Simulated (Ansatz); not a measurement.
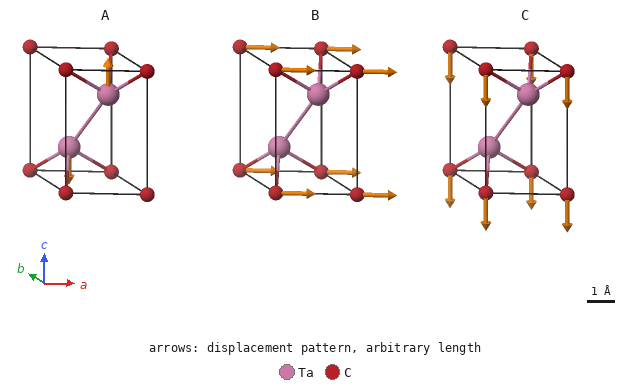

Modes of crystalline Ta2C, space group P-3m1 (No. 164), at the zone centre (one member of each degenerate set). Displacements are drawn as orange arrows; their common scale and sign are arbitrary. A ball-and-stick model of the cell of the calculation, seen slightly off an axis.

The calculation used DFT PBEsol, scalar-relativistic, plane waves, PAW (Ansatz).

The frequencies depend somewhat on the k-mesh and the smearing.

### Give the symmetry species and the selection rules of each.

A is A₁g, Raman-active by symmetry (217 cm⁻¹). B is E_u, infrared-active by symmetry (666 cm⁻¹). C is A₂u, infrared-active by symmetry (647 cm⁻¹). The crystal has a centre of inversion, so no mode is both. In a metal the free carriers screen the infrared response.
